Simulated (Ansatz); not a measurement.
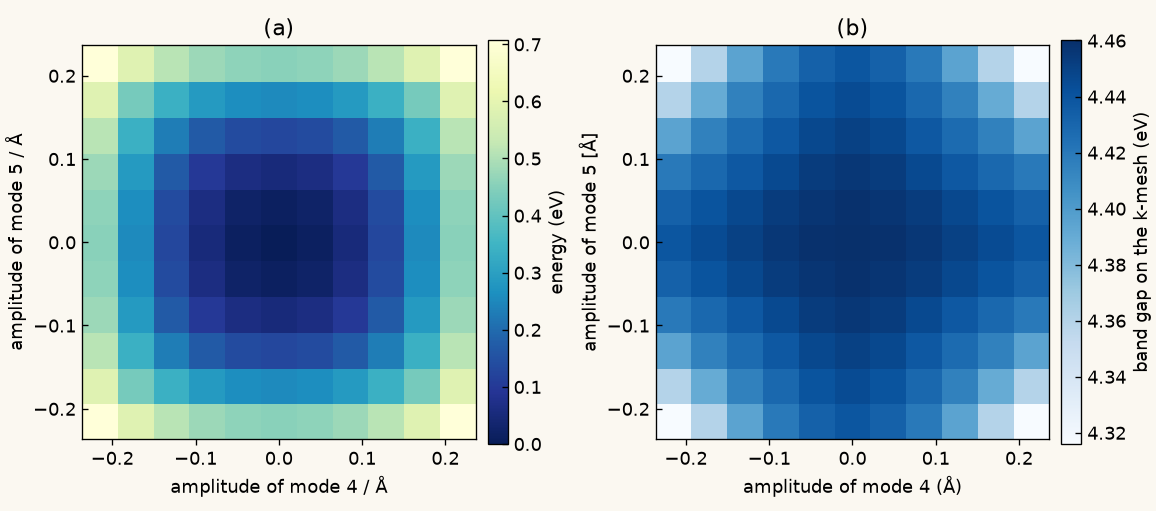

MgO (Fm-3m, No. 225; 2 atoms in the cell). The energy is mapped over two normal modes frozen in (zone-centre modes of the 2-atom cell of this scan). Coordinates scanned: (1) amplitude of mode 4 (365 cm⁻¹), largest displacement; (2) amplitude of mode 5 (365 cm⁻¹), largest displacement. Nothing is relaxed (the cell and all other modes fixed). The scan uses an 11 × 11 grid; 21 points were computed and 100 follow by symmetry. Points are written as (first, second). All energies are given in eV per cell relative to the lowest grid point. All numbers below come from DFT PBE, scalar-relativistic, plane waves, PAW (Ansatz 0.2.0). Settings: cutoff 520 eV, k-mesh 10×10×10, gaussian smearing 0.05 eV, no spin polarisation.

Panel (a) is the energy; panel (b) is the computed band gap on the k-mesh, in eV.

Drawn: one coloured cell a grid point.

**How does the band gap on the k-mesh vary over the map, and what is it at the lowest grid point?**

It runs from 4.32 eV at (−0.215 Å, −0.215 Å) to 4.46 eV at (0.000 Å, 0.000 Å). At the lowest grid point, (0.000 Å, 0.000 Å), it is 4.46 eV.

PAW datasets: the set soft_1.
